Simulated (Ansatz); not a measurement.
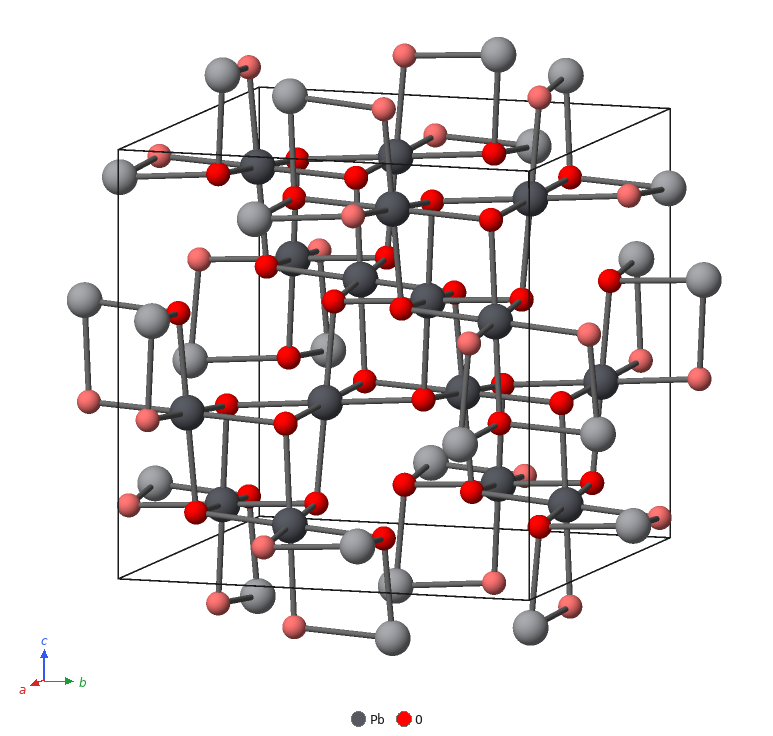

Drawn in the ball-and-stick manner and seen slightly off an axis. The parallelepiped is the conventional unit cell. Every bond is drawn to its end, so some atoms lie outside the box, in fainter colours.

PbO$_{2}$, space group Fd-3m (No. 227), a = 9.556 Å, b = 9.556 Å, c = 9.556 Å, α = 90.00°, β = 90.00°, γ = 90.00°. It derives from a structure type filled with these elements by a generator (whether the compound takes this form wasn't checked). Earlier steps of the study may have refined or changed the cell and positions. It was run through Ansatz as a DFT input.

This one geometry was computed with Ansatz (DFT, plane waves, PAW) at three levels of theory: r2SCAN, LDA and PBE.

Q: Which level gives the highest pressure at this volume, and what does that say about its equilibrium volume?

A: Highest: PBE (0.0 GPa), which points to the largest equilibrium volume. Lowest, with the smallest volume: LDA (-6.6 GPa). Levels within 0.5 GPa of each other can't be told apart.

Q: How does the band gap change with the level of theory?

A: LDA: a gap of 0.56 eV, direct; PBE: a gap of 0.67 eV, direct; r2SCAN: a gap of 0.92 eV, direct.

Q: Collect the results in a table.

A:
| level | cutoff (eV) | k-mesh of the run's cell | gap (eV) | pressure (GPa) |
| --- | --- | --- | --- | --- |
| r2SCAN | 500 | 6×6×6 | 0.92 | -4.6 |
| LDA | 420 | 6×6×6 | 0.56 | -6.6 |
| PBE | 420 | 6×6×6 | 0.67 | 0.0 |

Gaps are taken on the k-mesh or band path of each run.
